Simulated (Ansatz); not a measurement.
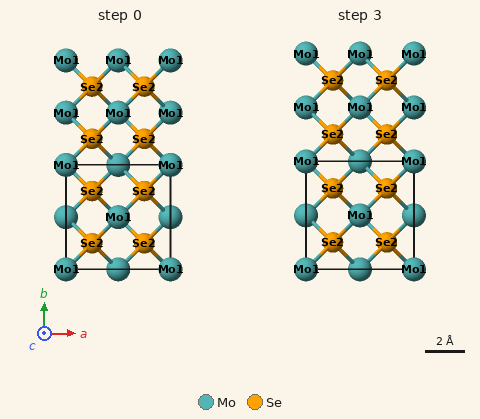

The structure of a crystal of MoSe (built on the zinc blende type) (coarse preliminary run) before (left) and after (right) a relaxation, at one scale.

The picture is a ball-and-stick view of the conventional cell (4 times the calculation's cell), repeated 1 × 2 × 1 with one cell outlined, seen along the c axis. Lengths and directions refer to the drawn axes.

These are results of DFT PBEsol, scalar-relativistic, plane waves, PAW (Ansatz 0.2.0), not measurements. Set-up: plane-wave cutoff 420 eV; k-point mesh 6 × 6 × 6; occupations gaussian; smearing width 0.1 eV; collinear spin; cell and atoms relaxed; force threshold 0.05 eV/Å; at most 80 steps.

Question: What changed between the two?

Answer: No atom moves by more than 0.005 Å relative to the cell. Cell: a = b = c 5.418 → 5.596 Å (+3.3 %). Volume +10.2 %. Some distances before and after: Mo1–Se2 2.346 → 2.423 Å. The space group stays F-43m (No. 216). After 2 accepted moves (3 points after the start) the energy has fallen by 75.7 meV per atom. All forces vanish by symmetry, so only the cell relaxes. Pressure: 13.26 GPa at the start and −0.09 GPa at the end. At 1 point the geometry stayed and the basis and grid were re-selected for the new cell (energy shift of 0.3 meV per atom at most each time). Cost: 13 s on 1 thread of Intel(R) Xeon(R) 6975P-C (Granite Rapids), with other jobs on the host, peak memory 0.37 GiB.
